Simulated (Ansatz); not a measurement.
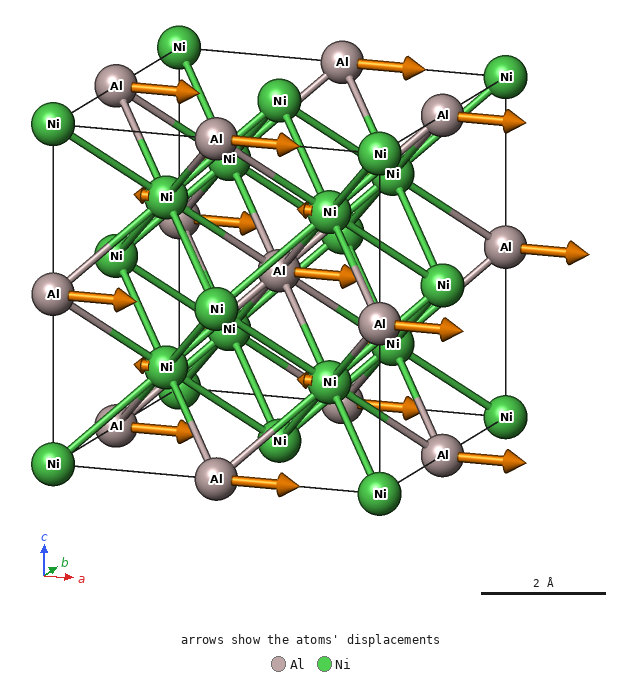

One vibrational mode of a crystal of AlNi$_{3}$ at the zone centre. The orange arrows give the relative displacements of the atoms. The picture is a ball-and-stick view of the conventional cell (4 times the calculation's cell), seen slightly off an axis. Lengths and directions refer to the drawn axes.

Level of theory: Ansatz, DFT PBE, scalar-relativistic, plane waves, PAW. Set-up: plane-wave cutoff 420 eV; k-point mesh 14 × 14 × 14; occupations fermi dirac; smearing width 0.15 eV; no spin polarisation.

The frequencies depend somewhat on the k-mesh and the smearing.

Describe the mode and give its frequency.

This is the T₁u mode (triply degenerate; one member of the set is drawn) at 9.5 THz, the highest optical level, infrared-active by symmetry. The Ni (4a) atoms hardly move; the Al sublattice moves against the Ni (8c) sublattice, along a; the kinetic energy is shared as Al 79 %, Ni 21 %. The crystal is a metal, so free carriers screen the infrared response.

Limits of the set-up: an element that often carries a moment was run without spin polarisation.
